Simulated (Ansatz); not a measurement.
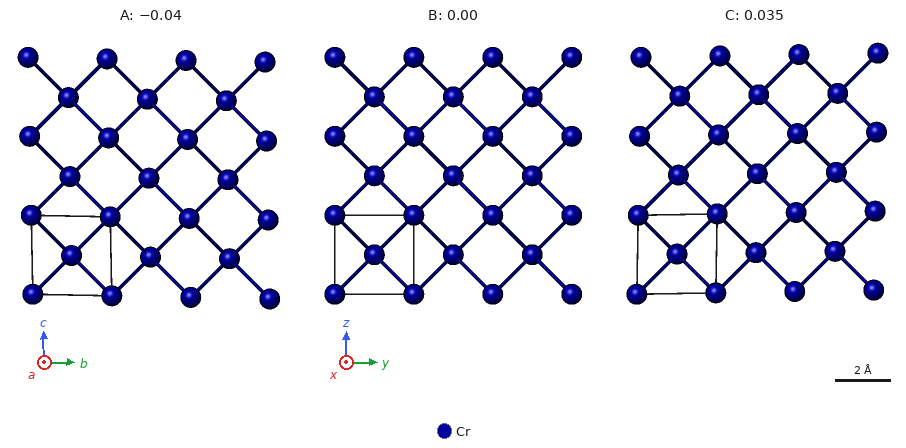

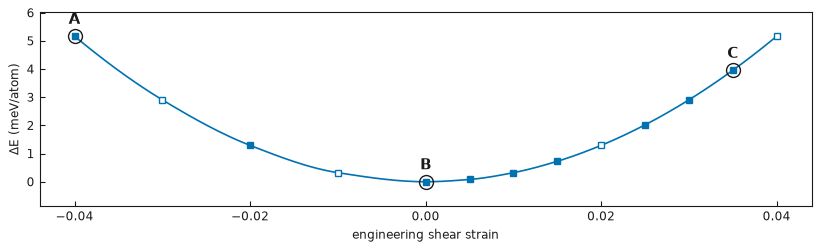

A crystal of Cr (Im-3m): the cell is strained in shear in the yz plane, with the atoms kept at their fractional coordinates. x, y and z are the Cartesian axes of the input. The lettered frames are marked on the plot. Hollow markers are points alike by symmetry, not computed again. Style: ball-and-stick. Shown: the conventional cell (2 times the calculation's cell), repeated 2 × 3 × 3 with one cell outlined, along the a axis. Lengths and directions refer to the drawn axes.

Computed with Ansatz 0.2.0, DFT PBE, scalar-relativistic, plane waves, PAW. (plane-wave cutoff 420 eV; k-point mesh 24 × 24 × 24; occupations gaussian; smearing width 0.15 eV; no spin polarisation). Energies (free energies at the smearing named) are counted from the cell as listed in its source, which wasn't relaxed.

Describe the profile.

Of the computed points the lowest is at the strain 0.00, 0.00 meV/atom. At the ends of the scan the energy is 5.16 meV/atom (−0.04) and 5.16 meV/atom (0.04). The unrelaxed reference is under a pressure of −8.9 GPa. The distortion takes the space group from Im-3m to Fmmm. At the strain −0.04 the cell of the drawing goes b 2.884 → 2.884 Å, c 2.884 → 2.884 Å, α 90.0° → 92.3°.

The computed points:

```tsv
engineering shear strain	ΔE (meV/atom)
−0.040	5.16
−0.030	2.91
−0.020	1.29
−0.010	0.32
0.000	0.00
0.005	0.08
0.010	0.32
0.015	0.73
0.020	1.29
0.025	2.02
0.030	2.91
0.035	3.96
0.040	5.16
```

Points that are alike by symmetry were computed once.

Limits of the set-up: an element that often carries a moment was run without spin polarisation.
